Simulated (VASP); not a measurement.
**BN: a changed input and its effect**

System: BN (P6₃/mmc, 4 atoms in the cell).
Method of the first run: Kohn-Sham DFT of a periodic cell, PBE with D3(BJ), VASP PAW PBE potentials, recommended, no spin polarisation (VASP 6.6.1).

The structure derives from an entry of the Crystallography Open Database. 

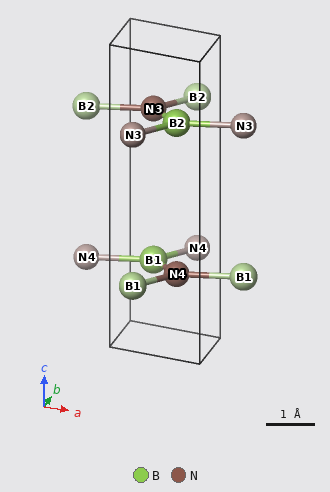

**Figure 1.** The structure (ball-and-stick view of the cell of the calculation, seen slightly off an axis; neighbours outside the cell are drawn fainter; atoms are numbered from 1 in the order of the input). An atom can appear more than once, as a periodic image. Near neighbours in the periodic cell (some may lie outside the picture): B has 3 N at 1.44 Å; N has 3 B at 1.44 Å.

**INCAR, the first run**
```
ALGO     = Normal         # electronic algorithm
EDIFF    = 1E-8           # SCF threshold, eV
ENCUT    = 520            # plane-wave cutoff, eV
GGA      = PE             # functional
IBRION   = 6              # ionic algorithm
ISIF     = 2              # what is computed and relaxed
ISMEAR   = 0              # smearing method
IVDW     = 12             # dispersion correction
LASPH    = T              # aspherical terms in the spheres
LCHARG   = F              # write CHGCAR
LREAL    = F              # projectors in reciprocal space
LWAVE    = F              # write WAVECAR
NELM     = 100            # most SCF steps
NFREE    = 2            
NSW      = 1              # ionic steps
POTIM    = 0.015          # step
PREC     = Accurate       # precision mode
SIGMA    = 0.02           # smearing width, eV
```

**KPOINTS, the first run**
```
k-points
0
Gamma
  6 6 2
```

**POSCAR, the first run**
```
BN                                      
1.0
    2.4899278548      0.0000000000      0.0000000000
   -1.2449639274      2.1563407711      0.0000000000
    0.0000000000      0.0000000000      6.5521198137
  B               N             
     2     2
Direct
     0.3333333300000021    0.6666666699999979    0.2500000000000000
     0.6666666699999979    0.3333333300000021    0.7500000000000000
     0.3333333300000021    0.6666666699999979    0.7500000000000000
     0.6666666699999979    0.3333333300000021    0.2500000000000000
```

Launched with:
```bash
cat potpaw_PBE.64/B/POTCAR potpaw_PBE.64/N/POTCAR > POTCAR
mpirun -np 1 vasp_std > vasp.out
```

Hardware: 1 thread of Intel Xeon @ 2.50GHz (Skylake/Cascade Lake), 128 GiB of memory available, shared host.

**OSZICAR and lines of OUTCAR (the first run)**
```
N       E                     dE             d eps       ncg     rms          rms(c)
DAV:   1     0.638719967066E+02    0.63872E+02   -0.86784E+03   344   0.125E+03
DAV:   2    -0.344085947113E+02   -0.98281E+02   -0.90836E+02   468   0.270E+02
DAV:   3    -0.387336363263E+02   -0.43250E+01   -0.42942E+01   440   0.592E+01
DAV:   4    -0.387821196966E+02   -0.48483E-01   -0.48458E-01   404   0.635E+00
DAV:   5    -0.387827312468E+02   -0.61155E-03   -0.61147E-03   440   0.734E-01    0.114E+01
DAV:   6    -0.355060302998E+02    0.32767E+01   -0.80438E+00   384   0.235E+01    0.518E+00
DAV:   7    -0.352038858472E+02    0.30214E+00   -0.54060E-01   404   0.639E+00    0.317E+00
DAV:   8    -0.351259120299E+02    0.77974E-01   -0.28365E-01   400   0.417E+00    0.399E-01
DAV:   9    -0.351228580185E+02    0.30540E-02   -0.11721E-02   400   0.994E-01    0.187E-01
DAV:  10    -0.351237614461E+02   -0.90343E-03   -0.12087E-03   388   0.308E-01    0.375E-02
[... 72 further cycles ...]
DAV:  13    -0.351223328738E+02   -0.10164E-07   -0.89610E-12   216   0.352E-05    0.341E-06
DAV:  14    -0.351223328748E+02   -0.99226E-09   -0.59008E-13   216   0.160E-05
   8 F= -.35702705E+02 E0= -.35702705E+02  d E =-.208918E-30
       N       E                     dE             d eps       ncg     rms          rms(c)
DAV:   1    -0.351245056338E+02   -0.21728E-02   -0.37450E+00   336   0.171E+01    0.265E-01
DAV:   2    -0.351231147656E+02    0.13909E-02   -0.19835E-02   408   0.157E+00    0.170E-01
DAV:   3    -0.351222851324E+02    0.82963E-03   -0.23711E-03   416   0.531E-01    0.430E-02
DAV:   4    -0.351223302799E+02   -0.45147E-04   -0.47082E-04   364   0.181E-01    0.115E-02
DAV:   5    -0.351223323549E+02   -0.20751E-05   -0.60643E-06   428   0.250E-02    0.513E-03
DAV:   6    -0.351223328465E+02   -0.49157E-06   -0.16655E-06   392   0.128E-02    0.885E-04
DAV:   7    -0.351223328721E+02   -0.25651E-07   -0.10128E-07   408   0.324E-03    0.264E-04
DAV:   8    -0.351223328756E+02   -0.34449E-08   -0.47953E-09   268   0.739E-04
   9 F= -.35702705E+02 E0= -.35702705E+02  d E =-.210812E-30
[... from OUTCAR:]
  free energy    TOTEN  =       -35.12233288 eV
  energy without entropy =      -35.12233288  energy(sigma->0) =      -35.12233288
 E-fermi :   2.6138     XC(G=0): -10.1932     alpha+bet :-11.2495
  free  energy   TOTEN  =       -35.7027045370 eV
  energy  without entropy=      -35.7027045370  energy(sigma->0) =      -35.70270454
```

The input of the second run differs as follows (lines with − go, lines with + come):
```diff
-    2.4899278548      0.0000000000      0.0000000000
-   -1.2449639274      2.1563407711      0.0000000000
-    0.0000000000      0.0000000000      6.5521198137
+    2.5233536938      0.0000000000      0.0000000000
+   -1.2616768469      2.1852883968      0.0000000000
+    0.0000000000      0.0000000000      6.6400782264
```

How does the second run compare with the first run?

With the same functional and potentials, the second run lies 0.5 meV per atom lower. The gap on the mesh goes from 4.28 to 4.24 eV. The pressure goes from 5.08 to −4.65 GPa. The volume per atom goes from 8.79 to 9.15 Å³. The cell is scaled evenly with the atoms at fixed fractional positions, so −ΔP/Δ ln V estimates the bulk modulus midway between the two volumes: about 240 GPa. The plane waves at Γ go from 962.0 to 997.0.

**OSZICAR and lines of OUTCAR (the second run)**
```
N       E                     dE             d eps       ncg     rms          rms(c)
DAV:   1     0.627959712611E+02    0.62796E+02   -0.85407E+03   336   0.124E+03
DAV:   2    -0.343272770265E+02   -0.97123E+02   -0.89046E+02   476   0.272E+02
DAV:   3    -0.385144137142E+02   -0.41871E+01   -0.41534E+01   420   0.580E+01
DAV:   4    -0.385563751561E+02   -0.41961E-01   -0.41925E-01   420   0.632E+00
DAV:   5    -0.385569959029E+02   -0.62075E-03   -0.62071E-03   416   0.761E-01    0.111E+01
DAV:   6    -0.354846361931E+02    0.30724E+01   -0.80327E+00   380   0.231E+01    0.497E+00
DAV:   7    -0.352263921504E+02    0.25824E+00   -0.44573E-01   408   0.592E+00    0.309E+00
DAV:   8    -0.351524301295E+02    0.73962E-01   -0.27874E-01   412   0.405E+00    0.391E-01
DAV:   9    -0.351494336268E+02    0.29965E-02   -0.11006E-02   400   0.950E-01    0.178E-01
DAV:  10    -0.351503439161E+02   -0.91029E-03   -0.13047E-03   396   0.314E-01    0.392E-02
[... 71 further cycles ...]
DAV:  12    -0.351488896115E+02   -0.26340E-07   -0.20306E-11   212   0.586E-05    0.440E-06
DAV:  13    -0.351488896190E+02   -0.75349E-08   -0.53972E-12   216   0.318E-05
   8 F= -.35704837E+02 E0= -.35704837E+02  d E =-.695856E-38
       N       E                     dE             d eps       ncg     rms          rms(c)
DAV:   1    -0.351506681607E+02   -0.17785E-02   -0.37348E+00   336   0.170E+01    0.248E-01
DAV:   2    -0.351496282772E+02    0.10399E-02   -0.20015E-02   412   0.156E+00    0.163E-01
DAV:   3    -0.351488441353E+02    0.78414E-03   -0.21485E-03   412   0.502E-01    0.429E-02
DAV:   4    -0.351488868975E+02   -0.42762E-04   -0.44403E-04   368   0.175E-01    0.112E-02
DAV:   5    -0.351488890590E+02   -0.21614E-05   -0.55939E-06   432   0.242E-02    0.513E-03
DAV:   6    -0.351488895950E+02   -0.53599E-06   -0.15751E-06   388   0.124E-02    0.838E-04
DAV:   7    -0.351488896178E+02   -0.22802E-07   -0.98643E-08   396   0.320E-03    0.263E-04
DAV:   8    -0.351488896217E+02   -0.39538E-08   -0.55935E-09   260   0.790E-04
   9 F= -.35704837E+02 E0= -.35704837E+02  d E =-.722875E-38
[... from OUTCAR:]
  free energy    TOTEN  =       -35.14888962 eV
  energy without entropy =      -35.14888962  energy(sigma->0) =      -35.14888962
 E-fermi :   2.3548     XC(G=0): -10.0226     alpha+bet :-10.8084
  free  energy   TOTEN  =       -35.7048369347 eV
  energy  without entropy=      -35.7048369347  energy(sigma->0) =      -35.70483693
```

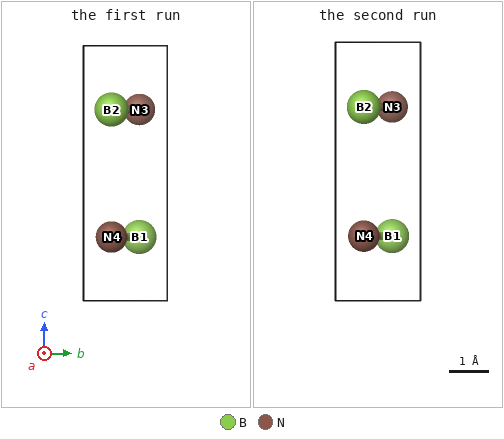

**Figure 2.** The two input geometries at one scale (ball-and-stick view of the cell of the calculation, along the a axis). No atom moves by more than 0.005 Å relative to the cell. The drawn cell changes as follows: a = b 2.490 → 2.523 Å (+1.3 %), c 6.552 → 6.640 Å (+1.3 %); the volume changes by +4.1 %. Among the contacts that change: B1–N4 1.438 → 1.457 Å.

**The two runs side by side**

```tsv
quantity	the first run	the second run
outcome	converged	converged
free energy per atom (eV)	−8.9257	−8.9262
gap on the mesh (eV)	4.28	4.24
pressure (GPa)	5.08	−4.65
volume per atom (Å³)	8.79	9.15
largest force (eV/Å)	0.202	0.206
irreducible k-points	14	14
plane waves at Γ	962	997
```
